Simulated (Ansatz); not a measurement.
**Two runs on GaAs**

System: GaAs (16 atoms in the cell).
Method of run 1: DFT LDA, scalar-relativistic, plane waves, PAW, no spin polarisation (Ansatz 0.2.0).

The structure derives from a Materials Project entry. Text and figures count atoms from 1; the logs count them from 0 in places.

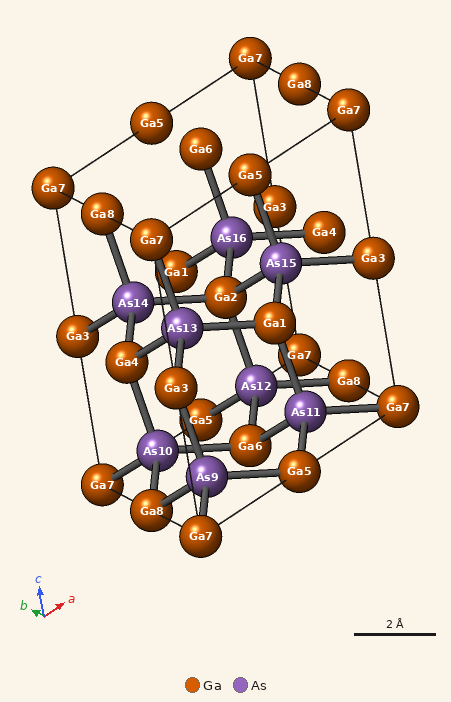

Figure 1. The input geometry (ball-and-stick view of the cell of the calculation, seen slightly off an axis; atoms are numbered from 1 in the order of the input).

Input, run 1:
```yaml
crystal:
  lattice:
    - [0.0, 5.603381592, -5.603381592]
    - [5.603381592, 5.603381592, 0.0]
    - [5.603381592, 0.0, -5.603381592]
  atoms:
    - { symbol: Ga, position: [0.5, 0.0, 0.5] }
    - { symbol: Ga, position: [0.5, 0.5, 0.5] }
    - { symbol: Ga, position: [0.0, 0.0, 0.5] }
    - { symbol: Ga, position: [0.0, 0.5, 0.5] }
    - { symbol: Ga, position: [0.5, 0.0, 0.0] }
    - { symbol: Ga, position: [0.5, 0.5, 0.0] }
    - { symbol: Ga, position: [0.0, 0.0, 0.0] }
    - { symbol: Ga, position: [0.0, 0.5, 0.0] }
    - { symbol: As, position: [0.125, 0.125, 0.125] }
    - { symbol: As, position: [0.125, 0.625, 0.125] }
    - { symbol: As, position: [0.625, 0.125, 0.125] }
    - { symbol: As, position: [0.625, 0.625, 0.125] }
    - { symbol: As, position: [0.125, 0.125, 0.625] }
    - { symbol: As, position: [0.125, 0.625, 0.625] }
    - { symbol: As, position: [0.625, 0.125, 0.625] }
    - { symbol: As, position: [0.625, 0.625, 0.625] }
basis:
  ecutwfc: 420
  xc_grid: 2
kpoints:
  mp_grid: { grid: [3, 3, 3], shift: [0.0, 0.0, 0.0] }
hamiltonian:
  xc: lda
scf:
  occupations: { method: gaussian, width: 0.02 }
output:
  forces: true
  stress: true
  eigenvalues: true
  write_density: true
  write_potential: true
  elf: true
  volumetric_format: npy
```

Command:
```bash
ansatz run input.yaml --threads 4 --pin off --max-ram 8192MiB --backend cpu --events-out ev --progress --plain --runs-dir out
```

Hardware: 4 threads of Intel Xeon @ 2.70GHz, 189 GiB of memory available, shared host.

Output, shortened to warnings, some set-up lines, iterations and results (run 1):
```
Basis set: ecut = 420 eV, 6855 PW (Γ), exchange–correlation on 108×108×108 points (8 copies of the dense FFT grid, shifted against one another)
Symmetry: 192 space group operations
k-points: 4 of 27 (time reversal used)
Initial density: superposition of atomic densities (neutral atoms: chi_scale 0, normalization atom), corrected by the library's trained network
[...]
SCF iter   1: F=—  HF=-67850.184898 eV  |F-HF|=—  |Δ(HF+E_count)|=         —  Δρ=4.69e-3  dr2=4.43e-2  ethr=1.77e-3  ⟨swp⟩=6.0  Hψ=1796  notcnv=0  defer=1
SCF iter   2: F=—  HF=-67850.162740 eV  |F-HF|=—  |Δ(HF+E_count)|=   2.22e-2  Δρ=2.62e-3  dr2=1.20e-2  ethr=1.98e-5  ⟨swp⟩=3.0  Hψ=1096  notcnv=0  defer=68
SCF iter   3: F=—  HF=-67850.161366 eV  |F-HF|=—  |Δ(HF+E_count)|=   1.37e-3  Δρ=5.12e-4  dr2=8.10e-4  ethr=5.34e-6  ⟨swp⟩=3.0  Hψ=773  notcnv=0  defer=68
SCF iter   4: F=—  HF=-67850.161348 eV  |F-HF|=—  |Δ(HF+E_count)|=   1.84e-5  Δρ=1.80e-4  dr2=1.25e-4  ethr=3.62e-7  ⟨swp⟩=2.0  Hψ=918  notcnv=0  defer=68
SCF iter   5: F=—  HF=-67850.161195 eV  |F-HF|=—  |Δ(HF+E_count)|=   1.53e-4  Δρ=9.12e-5  dr2=2.92e-5  ethr=5.57e-8  ⟨swp⟩=2.0  Hψ=760  notcnv=0  defer=68
SCF iter   6: F=—  HF=-67850.161187 eV  |F-HF|=—  |Δ(HF+E_count)|=   8.54e-6  Δρ=1.75e-5  dr2=1.23e-6  ethr=1.30e-8  ⟨swp⟩=2.0  Hψ=760  notcnv=0  defer=68
SCF iter   7: F=-67850.161186 eV  HF=-67850.161186 eV  |F-HF|=3.50e-8  |Δ(HF+E_count)|=   2.29e-7  Δρ=4.53e-6  dr2=6.73e-8  ethr=4.46e-11  ⟨swp⟩=11.0  Hψ=4048  notcnv=0
SCF 1 converged in 7 iterations: F = -67850.161186 eV  dr2 = 6.73e-8
SCF converged after 7 iterations
Free energy (F): -67850.161186 eV
Harris-Foulkes:  -67850.161186 eV  (|F-HF|=3.50e-8)
Internal energy: -67850.161186 eV  (E = F + TS)
E sigma→0 (E₀):  -67850.161186 eV
Fermi energy:    8.489765 eV
--- Per-component energies (eV) ---
  E_band       = -2518.219685
  E_kinetic    = 1768.076265
  E_local      = -31105.068832  (includes V_loc(G=0)·N_el)
  E_nonlocal   = -1907.712774
  E_hartree    = 15668.763769
  E_xc         = -1186.271590
  E_vxc        = -1110.954084  (∫ρ·V_xc dr)
  E_paw        = -29334.677795  (= ΣΔE_a)
  E_vpaw       = -1500.096482  (= ΣTr[D̂ρ^β])
  E_aug_tail   = -0.000853  (compensation charges beyond the density's cutoff)
  E_ewald      = -21783.699055
  E_core_change = 30.429680  (= ΣΔE_core)
  E_smearing   = -0.000000  (= −TS)
  E_closure    = 0.000000  (closes the sum)
  Σ components = -67850.161186   (vs F -67850.161186, Δ=0.00e0)
--- Forces (eV/Å), atoms counted from 1 ---
  atom   1  Ga     0.00000000    -0.00000000    -0.00000000
  atom   2  Ga     0.00000000     0.00000000    -0.00000000
  atom   3  Ga     0.00000000     0.00000000     0.00000000
  atom   4  Ga     0.00000000     0.00000000    -0.00000000
  atom   5  Ga     0.00000000     0.00000000    -0.00000000
  atom   6  Ga     0.00000000     0.00000000     0.00000000
  atom   7  Ga     0.00000000     0.00000000     0.00000000
  atom   8  Ga     0.00000000     0.00000000    -0.00000000
  atom   9  As    -0.00000000     0.00000000    -0.00000000
  atom  10  As    -0.00000000    -0.00000000    -0.00000000
  atom  11  As    -0.00000000    -0.00000000     0.00000000
  atom  12  As    -0.00000000    -0.00000000     0.00000000
  atom  13  As    -0.00000000    -0.00000000    -0.00000000
  atom  14  As    -0.00000000     0.00000000    -0.00000000
  atom  15  As    -0.00000000    -0.00000000    -0.00000000
  atom  16  As    -0.00000000    -0.00000000     0.00000000
  max |Σ_I F_I| component: 7.42e-16 eV/Å
--- Stress (GPa, compression-positive) ---
       -0.046705      -0.000000      -0.000000
       -0.000000      -0.046705      -0.000000
        0.000000       0.000000      -0.046705
  P = ⅓ Tr σ = -0.0467 GPa (-0.467 kbar)
```

For run 2 the input was changed thus:
```diff
-  ecutwfc: 420
-  xc: lda
+  xc: r2scan
-  write_density: true
-  write_potential: true
-  elf: true
-  volumetric_format: npy
```

What does this change do to the results?

The total energies belong to different methods, so their difference says nothing on which is more stable or more accurate. The gap on the mesh goes from 0.48 to 1.23 eV. The pressure goes from −0.05 to 2.63 GPa. The functional changes from LDA to r2SCAN. The SCF takes 8 iterations against 7. The plane waves at Γ go from 6855 to 8873. On the same kind of shared host run 2 took about 1.5 times as long.

Output, shortened to warnings, some set-up lines, iterations and results (run 2):
```
Basis set: ecut = 500 eV, 8873 PW (Γ), exchange–correlation on 120×120×120 points (8 copies of the dense FFT grid, shifted against one another)
Symmetry: 192 space group operations
k-points: 4 of 27 (time reversal used)
Initial density: superposition of atomic densities (neutral atoms: chi_scale 0, normalization atom), corrected by the library's trained network
[...]
SCF iter   1: F=—  HF=-69245.714254 eV  |F-HF|=—  |Δ(HF+E_count)|=         —  Δρ=8.25e-3  dr2=8.92e-2  dr2_τ=4.04e-2  ethr=1.77e-3  ⟨swp⟩=6.0  Hψ=1901  notcnv=0  defer=1
SCF iter   2: F=—  HF=-69245.804006 eV  |F-HF|=—  |Δ(HF+E_count)|=   8.98e-2  Δρ=2.13e-3  dr2=9.53e-3  dr2_τ=3.15e-4  ethr=3.98e-5  ⟨swp⟩=3.0  Hψ=1119  notcnv=0  defer=68
SCF iter   3: F=—  HF=-69245.803139 eV  |F-HF|=—  |Δ(HF+E_count)|=   8.67e-4  Δρ=1.86e-3  dr2=5.20e-3  dr2_τ=2.75e-5  ethr=4.26e-6  ⟨swp⟩=2.0  Hψ=784  notcnv=0  defer=48
SCF iter   4: F=—  HF=-69245.804202 eV  |F-HF|=—  |Δ(HF+E_count)|=   1.06e-3  Δρ=2.82e-4  dr2=2.25e-4  dr2_τ=5.28e-6  ethr=2.32e-6  ⟨swp⟩=3.0  Hψ=943  notcnv=0  defer=48
SCF iter   5: F=—  HF=-69245.804075 eV  |F-HF|=—  |Δ(HF+E_count)|=   1.27e-4  Δρ=9.93e-5  dr2=2.51e-5  dr2_τ=7.45e-7  ethr=1.00e-7  ⟨swp⟩=2.0  Hψ=920  notcnv=0  defer=48
SCF iter   6: F=—  HF=-69245.804144 eV  |F-HF|=—  |Δ(HF+E_count)|=   6.87e-5  Δρ=3.59e-5  dr2=6.72e-6  dr2_τ=6.09e-8  ethr=1.12e-8  ⟨swp⟩=2.0  Hψ=760  notcnv=0  defer=48
SCF iter   7: F=—  HF=-69245.804147 eV  |F-HF|=—  |Δ(HF+E_count)|=   3.11e-6  Δρ=1.03e-5  dr2=6.49e-7  dr2_τ=2.76e-9  ethr=3.00e-9  ⟨swp⟩=2.0  Hψ=600  notcnv=0  defer=48
SCF iter   8: F=-69245.804147 eV  HF=-69245.804147 eV  |F-HF|=2.47e-10  |Δ(HF+E_count)|=   2.84e-8  Δρ=1.09e-6  dr2=5.74e-9  dr2_τ=5.40e-11  ethr=4.46e-11  ⟨swp⟩=8.8  Hψ=2239 …
SCF 1 converged in 8 iterations: F = -69245.804147 eV  dr2 = 5.74e-9
SCF converged after 8 iterations
Free energy (F): -69245.804147 eV
Harris-Foulkes:  -69245.804147 eV  (|F-HF|=2.47e-10)
Internal energy: -69245.804147 eV  (E = F + TS)
E sigma→0 (E₀):  -69245.804147 eV
Fermi energy:    8.932376 eV
--- Per-component energies (eV) ---
  E_band       = -2576.319841
  E_kinetic    = 1755.705011
  E_local      = -31042.563800  (includes V_loc(G=0)·N_el)
  E_nonlocal   = -1943.118229
  E_hartree    = 15696.735957
  E_xc         = -1096.574276
  E_vxc        = -1156.407819  (∫ρ·V_xc dr)
  E_paw        = -30815.405529  (= ΣΔE_a)
  E_vpaw       = -1643.596796  (= ΣTr[D̂ρ^β])
  E_aug_tail   = -0.000405  (compensation charges beyond the density's cutoff)
  E_vtau       = 60.199270  (kinetic-family band-sum trace: ∫τ·v_τ [+ j·A + Jᵃ·Aᵃ] dr)
  E_ewald      = -21783.699055
  E_core_change = -16.883821  (= ΣΔE_core)
  E_smearing   = -0.000000  (= −TS)
  E_closure    = 0.000000  (closes the sum)
  Σ components = -69245.804147   (vs F -69245.804147, Δ=0.00e0)
--- Forces (eV/Å), atoms counted from 1 ---
  atom   1  Ga     0.00000000     0.00000000     0.00000000
  atom   2  Ga     0.00000000     0.00000000     0.00000000
  atom   3  Ga     0.00000000    -0.00000000    -0.00000000
  atom   4  Ga     0.00000000     0.00000000    -0.00000000
  atom   5  Ga     0.00000000     0.00000000     0.00000000
  atom   6  Ga     0.00000000     0.00000000     0.00000000
  atom   7  Ga     0.00000000     0.00000000     0.00000000
  atom   8  Ga     0.00000000     0.00000000     0.00000000
  atom   9  As    -0.00000000    -0.00000000     0.00000000
  atom  10  As    -0.00000000     0.00000000    -0.00000000
  atom  11  As    -0.00000000     0.00000000    -0.00000000
  atom  12  As    -0.00000000     0.00000000    -0.00000000
  atom  13  As    -0.00000000     0.00000000    -0.00000000
  atom  14  As    -0.00000000     0.00000000    -0.00000000
  atom  15  As     0.00000000     0.00000000    -0.00000000
  atom  16  As     0.00000000     0.00000000    -0.00000000
  max |Σ_I F_I| component: 1.09e-15 eV/Å
--- Stress (GPa, compression-positive) ---
        2.633772      -0.000000      -0.000000
        0.000000       2.633772       0.000000
       -0.000000      -0.000000       2.633772
  P = ⅓ Tr σ = 2.6338 GPa (26.338 kbar)
```

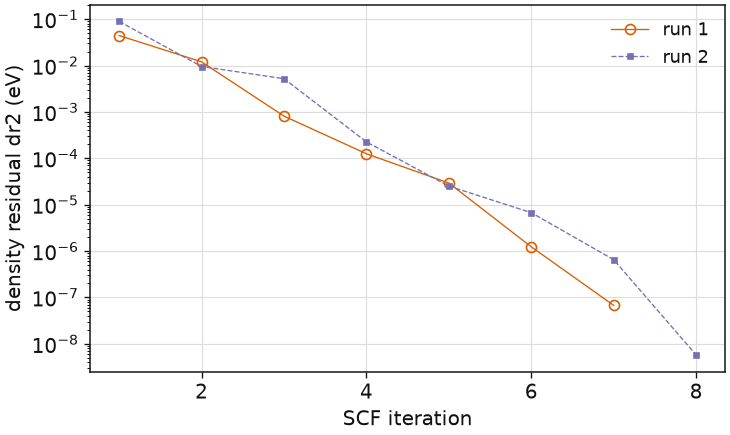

Figure 2. Convergence of the two runs: density residual dr2 against the SCF iteration. Run 1 takes 7 iterations in all, and run 2 takes 8.

The two runs side by side:

| quantity | run 1 | run 2 |
| --- | --- | --- |
| outcome | converged | converged |
| free energy per atom (eV) | −4240.6351 | −4327.8628 |
| gap on the mesh (eV) | 0.48 | 1.23 |
| pressure (GPa) | −0.05 | 2.63 |
| largest force (eV/Å) | 0.000 | 0.000 |
| SCF iterations | 7 | 8 |
| irreducible k-points | 4 | 4 |
| plane waves at Γ | 6855 | 8873 |
| wall time (shared host) | 9.4 s | 14 s |
